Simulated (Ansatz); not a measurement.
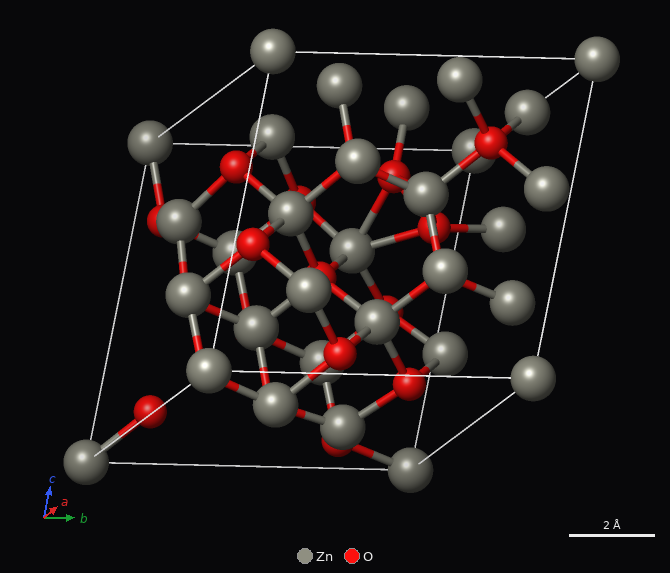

This ball-and-stick model is shown from a general direction. Atoms at the boundary of the simulation cell (the box) are drawn once for each face, edge or corner they touch.

Zn$_{18}$O$_{19}$, a = 7.76 Å, b = 7.76 Å, c = 7.76 Å, α = 78.63°, β = 78.63°, γ = 78.63°.

The calculation: Ansatz, DFT PBE, scalar-relativistic, plane waves, PAW, with wavefunction cutoff 420 eV, the zone sampled with 2×2×2 points, Gaussian smearing of 0.01 eV, no spin polarisation.

Question: Is the electronic structure metallic or gapped?

Answer: A semiconductor at this level, with a gap of 1.69 eV on the k-mesh (the true edges may lie between mesh points, so the gap can be somewhat smaller).

The initial geometry was a structure listed in the Materials Project, repeated into a supercell with a point defect put in. The atoms were relaxed in a fixed cell with DFT PBE, scalar-relativistic, plane waves, PAW (Ansatz).
